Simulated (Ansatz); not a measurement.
NbAs$_{2}$: single-point calculation (part 1 of 2)

- system: NbAs$_{2}$ (slab, 12 atoms in the cell)
- method: DFT PBEsol, scalar-relativistic, plane waves, PAW, no spin polarisation (Ansatz 0.2.0)

The structure derives from an entry of the Crystallography Open Database. It belongs to a series of runs on one base structure; here: (0 0 1) slab cut from the bulk. Figures and captions count atoms from 1; the log counts them from 0 in places.

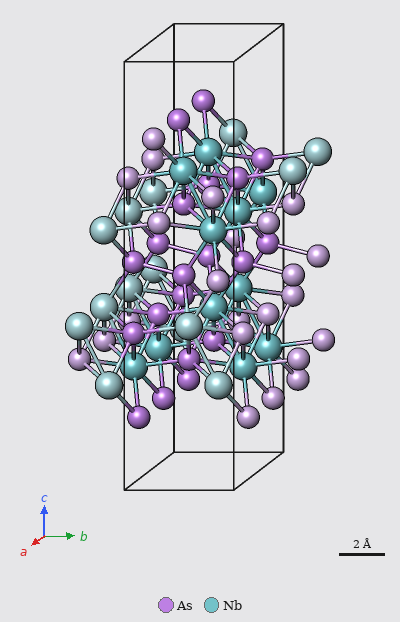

The input geometry (ball-and-stick view of the 2 × 1 repeat of the cell, with the vacuum cut short, seen slightly off an axis; neighbours outside the cell are drawn fainter). An atom can appear more than once, as a periodic image.

### Input file
```yaml
crystal:
  lattice:
    - [3.3614136306, 0.0, 0.0]
    - [-1.6807068153, 4.666580683, 0.0]
    - [0.0, 0.0, 28.1627050363]
  atoms:
    - { symbol: As, position: [0.0746752992, 0.1493505985, 0.2663096457] }
    - { symbol: Nb, position: [0.4855068749, 0.9710137498, 0.3327077927] }
    - { symbol: As, position: [0.7695803233, 0.5391606466, 0.3537270741] }
    - { symbol: As, position: [0.0476396089, 0.0952792178, 0.4057778005] }
    - { symbol: Nb, position: [0.3317130573, 0.6634261147, 0.4267970818] }
    - { symbol: As, position: [0.742544633, 0.4850892659, 0.4931952288] }
    - { symbol: As, position: [0.4832852654, 0.9665705307, 0.5068047712] }
    - { symbol: Nb, position: [0.894116841, 0.788233682, 0.5732029182] }
    - { symbol: As, position: [0.1781902894, 0.3563805788, 0.5942221995] }
    - { symbol: As, position: [0.456249575, 0.9124991501, 0.6462729259] }
    - { symbol: Nb, position: [0.7403230235, 0.4806460469, 0.6672922073] }
    - { symbol: As, position: [0.1511545991, 0.3023091982, 0.7336903543] }
basis:
  ecutwfc: 420
kpoints:
  mp_grid: { grid: [11, 8, 1] }
hamiltonian:
  xc: pbesol
scf:
  occupations: { method: gaussian, width: 0.1 }
output:
  forces: true
  stress: true
  eigenvalues: true
  write_density: true
  write_potential: true
  elf: true
  volumetric_format: npy
efield:
  axis: 3
  dipole_correction: true
  ramp_width: 0.04
```

Run as:
```bash
ansatz run input.yaml --threads 1 --pin off --max-ram 2560MiB --backend cpu --events-out ev --progress --plain --runs-dir out
```

### The program's output
```
Warning: crystal.symmetry: narrowed to the stabiliser of the k-point mesh — unitary ops 2 → 1; excluded 1 operation that carries a point of the 11×8×1 mesh (shift [0, 0, 0]) off the mesh (the run samples exactly the mesh kpoints.mp_grid names, as under crystal.symmetry.detect: false, and its converged state has the mesh's symmetry, not the crystal's; ε∞, the Born charges and the force constants of a linear response (`dielectric:` by the response, `phonons.method: dfpt`) are averaged over those of the crystal's operations that the state keeps within a tolerance, where `mesh_tensors`, `unaveraged_element` or `gamma_mean_max_change_ev_ang2` stands beside them; a row that `dielectric.field_direction` solves alone is averaged likewise, with nothing beside; a Γ-centred mesh of equal divisions is mapped onto itself by every operation and keeps the whole group, as does a half-shifted one under kpoints.further_shifts: images)
Engine: ansatz 0.2.0, x86_64-unknown-linux-gnu
Pseudopotentials: kind: paw
Pseudopotential: As, paw, valence charge 15, recommended cutoff 420 eV (normal), As.paw.azcp
Pseudopotential: Nb, paw, valence charge 13, recommended cutoff 420 eV (normal), Nb.paw.azcp
Functional definition: PBEsol
  exchange = pbesol_x
  correlation = pbesol_c
Crystal: 12 atoms, lattice volume = 441.769 Å³
Basis set: ecut = 420 eV, 8693 PW (Γ), exchange–correlation on 48×72×384 points (8 copies of the dense FFT grid, shifted against one another)
Bands: 104, of which v1, the nominal top of the filled ones, is band 86 counted from 1 (85 counted from 0)
Symmetry: 1 space group operations
k-points: 45 of 88 (time reversal used)
Non-local potential: As, projectors of the file, l = 0: 2, l = 1: 2, l = 2: 3, l = 3: 1
Non-local potential: Nb, projectors of the file, l = 0: 3, l = 1: 2, l = 2: 2, l = 3: 1
PAW form: soft (Blöchl's): semilocal exchange-correlation on the pseudo side does not see the compensation charge
PAW frozen core: As, regenerated for the run's functional, and the local potential with it (the file was generated under x = pbe(κ = 0.804, μ = 0.2195149727645171), c = pbe(β = 0.06672455060314922))
PAW frozen core: Nb, regenerated for the run's functional, and the local potential with it (the file was generated under x = pbe(κ = 0.804, μ = 0.2195149727645171), c = pbe(β = 0.06672455060314922))
PAW one-centre angular grid: As, 590 points (default); XC on 64 Gauss nodes
PAW one-centre angular grid: Nb, 590 points (default); XC on 64 Gauss nodes
Initial density: superposition of atomic densities (neutral atoms: chi_scale 0, normalization atom), corrected by the library's trained network
Initial wavefunctions: pseudopotential atomic-orbital guess
Functional: x = pbesol(κ = 0.804, μ = 0.12345679012345678), c = pbesol(β = 0.046)
SCF iter   1: F=—  HF=-56489.303755 eV  |F-HF|=—  |Δ(HF+E_count)|=         —  Δρ=5.07e-3  dr2=1.26e0  ethr=1.77e-3  p=0.000 e·Å  D=1.19e-11 V/Å  ΔV_dip=-0.00 eV  dr2_dipole=4.51e-7  V_vac-E_F(+/−)=5.79/5.79 eV  ⟨swp⟩=7.1  Hψ=17756  notcnv=0  defer=71
efield: sawtooth ramp at fractional position 0.9800 (placed from the atoms, in the widest stretch of the axis that holds none; the zero of the levels goes with the place), width 0.0400; the density the first Hamiltonian is built on has a dipole p = 0.000 e·Å; the dipole correction subtracts the counter field D = 1.19e-11 V/Å, which shifts the + side's vacuum level by -0.00 eV against the − side's; the planar-averaged density in the ramp window peaks in size at 1.3e-5 e/Å³
preconditioner: auto → LDOS  [metal: Δε(μ)=0.002 eV  Ē_g=7.219 eV  σ=0.100 eV  W_gap=0.01  n_scr=98 (ndim 8)  ℏωp=13.7 eV  f_vac=0.457  D(μ)=8.87/eV (n_scr^D=42)  β→1.0]
SCF iter   2: F=—  HF=-56489.262415 eV  |F-HF|=—  |Δ(HF+E_count)|=   4.13e-2  Δρ=2.11e-3  dr2=4.94e-2  ethr=7.32e-4  p=0.000 e·Å  D=3.71e-6 V/Å  ΔV_dip=-0.00 eV  dr2_dipole=2.06e-11  V_vac-E_F(+/−)=5.66/5.66 eV  ⟨swp⟩=1.5  Hψ=5454  notcnv=0  defer=234
SCF iter   3: F=—  HF=-56489.256034 eV  |F-HF|=—  |Δ(HF+E_count)|=   6.38e-3  Δρ=1.29e-3  dr2=5.06e-2  ethr=2.87e-5  p=0.000 e·Å  D=5.56e-6 V/Å  ΔV_dip=-0.00 eV  dr2_dipole=9.23e-7  V_vac-E_F(+/−)=5.63/5.63 eV  ⟨swp⟩=2.9  Hψ=8238  notcnv=0  defer=234
SCF iter   4: F=—  HF=-56489.250941 eV  |F-HF|=—  |Δ(HF+E_count)|=   5.09e-3  Δρ=4.28e-4  dr2=2.73e-3  ethr=2.87e-5  p=0.000 e·Å  D=5.71e-7 V/Å  ΔV_dip=-0.00 eV  dr2_dipole=2.69e-7  V_vac-E_F(+/−)=5.61/5.61 eV  ⟨swp⟩=3.0  Hψ=8486  notcnv=0  defer=234
SCF iter   5: F=—  HF=-56489.250537 eV  |F-HF|=—  |Δ(HF+E_count)|=   4.04e-4  Δρ=1.74e-4  dr2=3.50e-4  ethr=1.59e-6  p=0.000 e·Å  D=1.12e-6 V/Å  ΔV_dip=-0.00 eV  dr2_dipole=3.63e-8  V_vac-E_F(+/−)=5.60/5.60 eV  ⟨swp⟩=2.5  Hψ=8182  notcnv=0  defer=234
SCF iter   6: F=—  HF=-56489.250507 eV  |F-HF|=—  |Δ(HF+E_count)|=   2.98e-5  Δρ=6.07e-5  dr2=3.54e-5  ethr=2.04e-7  p=0.000 e·Å  D=1.06e-6 V/Å  ΔV_dip=-0.00 eV  dr2_dipole=2.34e-9  V_vac-E_F(+/−)=5.60/5.60 eV  ⟨swp⟩=2.7  Hψ=5983  notcnv=0  defer=234
SCF iter   7: F=—  HF=-56489.250805 eV  |F-HF|=—  |Δ(HF+E_count)|=   2.98e-4  Δρ=1.96e-5  dr2=2.49e-6  ethr=2.06e-8  p=0.000 e·Å  D=7.38e-7 V/Å  ΔV_dip=-0.00 eV  dr2_dipole=6.75e-13  V_vac-E_F(+/−)=5.60/5.60 eV  ⟨swp⟩=2.4  Hψ=6097  notcnv=0  defer=131
SCF iter   8: F=—  HF=-56489.250807 eV  |F-HF|=—  |Δ(HF+E_count)|=   1.36e-6  Δρ=6.15e-6  dr2=3.05e-7  ethr=1.45e-9  p=0.000 e·Å  D=3.88e-7 V/Å  ΔV_dip=-0.00 eV  dr2_dipole=1.34e-10  V_vac-E_F(+/−)=5.60/5.60 eV  ⟨swp⟩=2.8  Hψ=6062  notcnv=0  defer=126
SCF iter   9: F=-56489.250807 eV  HF=-56489.250807 eV  |F-HF|=3.03e-8  |Δ(HF+E_count)|=   6.51e-8  Δρ=1.85e-6  dr2=2.82e-8  ethr=5.81e-11  p=0.000 e·Å  D=1.76e-7 V/Å  ΔV_dip=-0.00 eV  dr2_dipole=1.27e-10  V_vac-E_F(+/−)=5.60/5.60 eV  ⟨swp⟩=19.6  Hψ=40015  notcnv=0
SCF 1 converged in 9 iterations: F = -56489.250807 eV  dr2 = 2.82e-8
  greatest PAW one-centre occupation: 0.999 electrons in one spin orbital (limit 2), on the As atom at site 5 (counted from 0), in its partial waves of l = 2
```

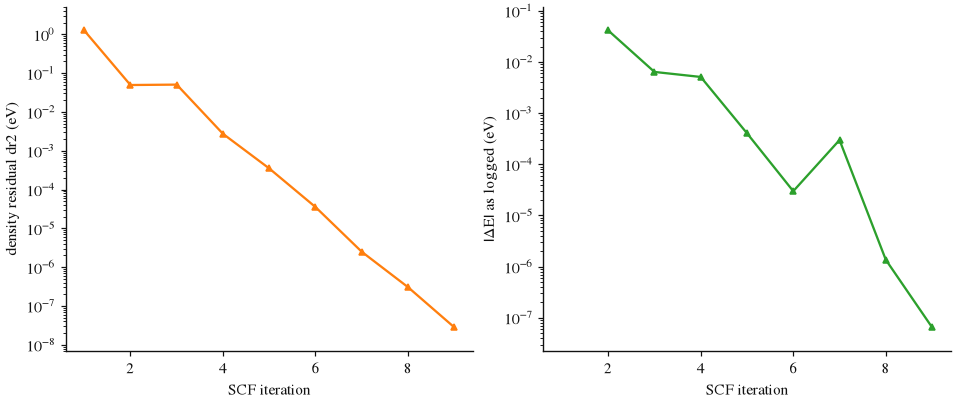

Convergence of the self-consistent field: density residual dr2 and size of the energy change against the SCF iteration. The residual falls almost steadily, with no more than small rises.

```
WARN: The output density's exchange-correlation potential varies sharply where the density is thin. Do not read a vacuum level from v_tot or v_xc, or from such a field of the output density. On a cell that repeats whose density bears no net charge and no dipole along the vacuum's axis use v_es (v_loc + v_h of the components); under efield.dipole_correction with no amplitude use v_es + v_field, which holds any external_charges[].barrier, or the levels of the report's work_function block, which leave it out; under a non-zero efield.amplitude the vacuum is tilted and has no level; on a cell that repeats and bears such a dipole with no correction it is tilted too, and efield.dipole_correction with no amplitude gives each side of its ramp a level where efield: is served; in a cell that repeats whose density bears a net charge (total_charge, or a fill off its count) it is curved and has none; of a slab under crystal.periodic whose density bears no net charge use v_es, which has a level on each side, short of where the two are joined; of another it falls or rises all the way out and has none; of a slab beside external_charges read slab_vacuum_level instead, which it has where they leave it neutral. The grid or the basis barely resolves most such structure, and the values can differ between equally converged runs; as a rule a tighter scf.convergence.dr2_threshold does not remove it. Where the density itself ripples (under the LDA too) a higher basis.ecutwfc lessens it. The files hold the spikes' plane waves up to the density's cutoff. Files: v_tot_of_output_density and the like, and their columns of v_z.tsv (output.write_potential); v_xc_of_output_density and the like, and their columns of v_comp_z.tsv (output.write_potential_components). Measured: with its Gaussian average of σ = 0.25 Å subtracted twice, the exchange-correlation potential is over 0.1 eV at 6 of the grid points where the equally averaged density (valence and model cores) is under 1e-3 e/Å³, and 0.106 eV at the most among them, at an averaged density of 9.9e-4 e/Å³. The input density's (outcome.potential() and, of a run that writes arrays, v_tot and v_xc) is over 0.1 eV, so measured, at 38 points of its own thin density, 0.118 eV at the most. See output.write_potential in the manual, Limitations
SCF converged after 9 iterations
Free energy (F): -56489.250807 eV
Harris-Foulkes:  -56489.250807 eV  (|F-HF|=3.03e-8)
Internal energy: -56489.202109 eV  (E = F + TS)
E sigma→0 (E₀):  -56489.226458 eV
Entropy (-TS):   -0.048697 eV (-4.058 meV/atom)
Fermi energy:    4.129944 eV
Dipole field:    D = -0.000010 V/Å  (p = -0.000024 e·Å, saw-weighted, corrected)
Work function:   Φ+ = 5.5982 eV   Φ− = 5.5979 eV
Levels:          The Fermi level and band energies are counted from a zero that moves with the ramp; work functions are not
--- Per-component energies (eV) ---
  E_band       = -3541.799957
  E_kinetic    = 2402.602405
  E_local      = -224380.949366  (includes V_loc(G=0)·N_el)
  E_nonlocal   = -4860.013796
  E_hartree    = 111684.101548
  E_xc         = -1327.379648
  E_vxc        = -1483.978822  (∫ρ·V_xc dr)
  E_paw        = -26415.943855  (= ΣΔE_a)
  E_vpaw       = 1412.296964  (= ΣTr[D̂ρ^β])
  E_aug_tail   = 0.000088  (compensation charges beyond the density's cutoff)
  E_efield     = 0.000000  (sawtooth field / dipole correction)
  E_vefield    = 0.000000  (∫n·V_field dr)
  E_ewald      = 86399.894249
  E_core_change = 8.486265  (= ΣΔE_core)
  E_smearing   = -0.048697  (= −TS)
  E_closure    = 0.000000  (closes the sum)
  Σ components = -56489.250807   (vs F -56489.250807, Δ=0.00e0)
--- Forces (eV/Å), atoms counted from 1 ---
  atom   1  As    -0.00047186    -0.00897002     0.63330839
  atom   2  Nb     0.00280817     0.08836068    -0.59240494
  atom   3  As    -0.00071232    -0.20230046    -0.11054924
  atom   4  As     0.00035762     0.08239578    -0.02104456
  atom   5  Nb    -0.00137647     0.06486593     0.02981522
  atom   6  As    -0.00117118    -0.00268603     0.00642712
  atom   7  As     0.00117110     0.00268559    -0.00642880
  atom   8  Nb     0.00137654    -0.06486224    -0.02982044
  atom   9  As    -0.00035819    -0.08239900     0.02104018
  atom  10  As     0.00071252     0.20230472     0.11054576
  atom  11  Nb    -0.00280786    -0.08836451     0.59241814
  atom  12  As     0.00047144     0.00896905    -0.63330587
  max |Σ_I F_I| component: 9.66e-7 eV/Å
--- Stress (GPa, compression-positive) ---
       -3.315778       0.002054      -0.003682
        0.002054      -1.230221       0.090078
       -0.003682       0.090078      -0.673390
  P = ⅓ Tr σ = -1.7398 GPa (-17.398 kbar)
--- Band table (eV; the first three rows and the last of 45) ---
```
